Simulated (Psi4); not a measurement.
**CHF3 (trifluoromethane): B2PLYP/def2-SVPD (density fitting for correlation)**

Aim: the energy change on altering one bond length of CHF3 (trifluoromethane) at B2PLYP/def2-SVPD (density fitting for correlation), from 2 runs. 

Program for the calculation: Psi4 1.11.

## (1) Starting point

CHF3: 5 atoms, total charge 0, spin state singlet. SMILES: `FC(F)F`. The coordinates come from a PBE0-D4/def2-TZVP relaxation.

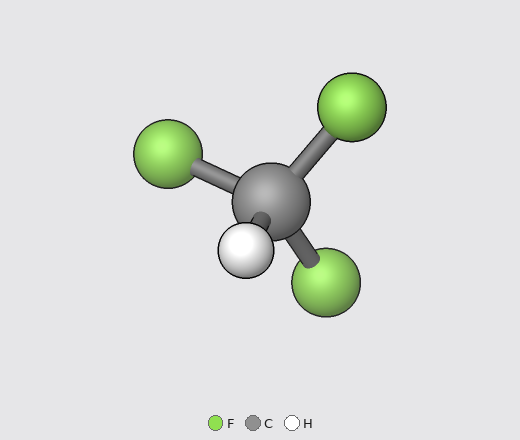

The structure, seen from a chosen angle (fluorine green, carbon grey, hydrogen white).

## (2) The energy at B2PLYP/def2-SVPD (density fitting for correlation)

File run_ase.py:

```python
import numpy as np
from ase.calculators.psi4 import Psi4
from ase import Atoms

mol = Atoms(['F', 'C', 'F', 'F', 'H'], positions=[
    [-0.668650, -0.329700, 1.079190],
    [0.019500, 0.056360, 0.006820],
    [1.047350, -0.773770, -0.157470],
    [-0.772570, -0.035090, -1.059420],
    [0.374370, 1.082210, 0.130870],
])
calc = Psi4(atoms=mol, method='b2plyp', basis='def2-SVPD', memory='1600MB', num_threads=1, charge=0, multiplicity=1, label='chf3')
calc.psi4.set_options({'puream': True, 'e_convergence': 1e-09, 'd_convergence': 1e-08, 'scf_type': 'pk', 'dft_radial_points': 99, 'dft_spherical_points': 590, 'num_frozen_docc': 4})
mol.calc = calc

print(f'energy: {mol.get_potential_energy():.6f} eV')
```

Launch:

```console
$ python run_ase.py
```

chf3.dat:

```text
[...]
  Running in c1 symmetry.
[...]
  Nuclear repulsion =  133.952934315841190
[...]
  Multiplicity = 1
[...]
  Nalpha       = 17
  Nbeta        = 17
[...]
    Number of basis functions: 97
[...]
   @RKS iter   1:  -337.45327124384795   -2.18733e-01   4.72391e-03 DIIS/ADIIS
[...]
   @RKS iter   9:  -337.52098187929806   -1.11982e-11   9.00720e-09 DIIS
[...]
    Orbital Energies [Eh]
    ---------------------
    Doubly Occupied:
       1A    -25.417737     2A    -25.417735     3A    -25.417730
       4A    -10.903547     5A     -1.490696     6A     -1.394925
       7A     -1.394921     8A     -0.837120     9A     -0.724019
      10A     -0.707939    11A     -0.707939    12A     -0.587579
      13A     -0.587579    14A     -0.548848    15A     -0.548847
      16A     -0.527443    17A     -0.493597
[...]
  @RKS Final Energy:  -337.52098187929806
   => Energetics <=
    Nuclear Repulsion Energy =            133.9529343158411905
    One-Electron Energy =                -734.7577899030893605
    Two-Electron Energy =                 281.0582510414542980
    DFT Exchange-Correlation Energy =     -17.7743773335041695
    Empirical Dispersion Energy =           0.0000000000000000
    VV10 Nonlocal Energy =                  0.0000000000000000
    Total Energy =                       -337.5209818792980627
[...]
 Multipole Moments:
 ------------------------------------------------------------------------------------
     Multipole            Electronic (a.u.)      Nuclear  (a.u.)        Total (a.u.)
 ------------------------------------------------------------------------------------
 L = 1.  Multiply by 2.5417464519 to convert [e a0] to [Debye]
 Dipole X            :         -0.3144494            0.5367396            0.2222902
 Dipole Y            :         -0.9090173            1.5515684            0.6425511
 Dipole Z            :         -0.1099047            0.1876370            0.0777323
 Magnitude           :                                                    0.6843444
[...]
```

Standard output:

```text
energy: -9190.749414 eV
```

Wall time 14 s (1 thread of AMD EPYC 7R43 (Zen 3), shared host); peak memory 0.77 GiB.

## (3) The distorted shape at the same level

File input.in:

```
memory 1600 MB

molecule geom {
  F     -1.094483    -1.560688     0.930334
  C     -0.406333    -1.174628    -0.142036
  F      0.621517    -2.004758    -0.306326
  F     -1.198403    -1.266078    -1.208276
  H      0.374370     1.082210     0.130870
  symmetry c1
  no_reorient
  no_com
}

set globals {
  basis def2-SVPD
  reference rks
  puream true
  e_convergence 1e-09
  d_convergence 1e-08
  scf_type pk
  dft_radial_points 99
  dft_spherical_points 590
  num_frozen_docc 4
}

E = energy('b2plyp')
print_variables()
```

Launch:

```console
$ psi4 input.in input.out -n 1
```

input.out:

```text
[...]
  Running in c1 symmetry.
[...]
  Nuclear repulsion =  129.774981684903366
[...]
  Multiplicity = 1
[...]
  Nalpha       = 17
  Nbeta        = 17
[...]
    Number of basis functions: 97
[...]
   @RKS iter   1:  -337.23777387028889   -3.11403e-01   5.03072e-03 ADIIS/DIIS
[...]
   @RKS iter  10:  -337.31963421403651   -1.19940e-11   6.40869e-09 DIIS
[...]
    Orbital Energies [Eh]
    ---------------------
    Doubly Occupied:
       1A    -25.446106     2A    -25.446104     3A    -25.446101
       4A    -10.954292     5A     -1.510456     6A     -1.416026
       7A     -1.416022     8A     -0.832316     9A     -0.727685
      10A     -0.727685    11A     -0.683550    12A     -0.605482
      13A     -0.605481    14A     -0.568135    15A     -0.568134
      16A     -0.549185    17A     -0.341237
[...]
  @RKS Final Energy:  -337.31963421403651
   => Energetics <=
    Nuclear Repulsion Energy =            129.7749816849033664
    One-Electron Energy =                -725.8094365540617900
    Two-Electron Energy =                 276.3707882264268392
    DFT Exchange-Correlation Energy =     -17.6559675713048527
    Empirical Dispersion Energy =           0.0000000000000000
    VV10 Nonlocal Energy =                  0.0000000000000000
    Total Energy =                       -337.3196342140365118
[...]
 Multipole Moments:
 ------------------------------------------------------------------------------------
     Multipole            Electronic (a.u.)      Nuclear  (a.u.)        Total (a.u.)
 ------------------------------------------------------------------------------------
 L = 1.  Multiply by 2.5417464519 to convert [e a0] to [Debye]
 Dipole X            :         32.4206025          -32.3255587            0.0950437
 Dipole Y            :         93.7203158          -93.4455850            0.2747308
 Dipole Z            :         11.3333487          -11.3001049            0.0332438
 Magnitude           :                                                    0.2926012
[...]
```

It took 12 s on 1 thread of AMD EPYC 7R43 (Zen 3), shared host; peak memory 0.73 GiB.

## (4) Summary of results

Level: B2PLYP/def2-SVPD (density fitting for correlation), 4 core orbitals frozen.

```
                                                         quantity          value
                                        first shape: total energy  -337.75381 Eh
                   first shape: HOMO energy (SCF part's orbitals)      -13.43 eV
                   first shape: LUMO energy (SCF part's orbitals)        1.35 eV
                 first shape: HOMO–LUMO gap (SCF part's orbitals)       14.78 eV
                                    distorted shape: total energy  -337.57347 Eh
               distorted shape: HOMO energy (SCF part's orbitals)       -9.29 eV
               distorted shape: LUMO energy (SCF part's orbitals)       -3.26 eV
             distorted shape: HOMO–LUMO gap (SCF part's orbitals)        6.03 eV
energy change with the C2–H5 bond stretched from 1.093 to 2.404 Å       4.907 eV
```

What this shows: With the C2–H5 bond stretched from 1.093 to 2.404 Å the energy rises by 4.91 eV (473 kJ/mol). The first shape isn't relaxed at this level, so the change isn't measured from a minimum. A restricted reference can't describe the breaking bond well at this length.
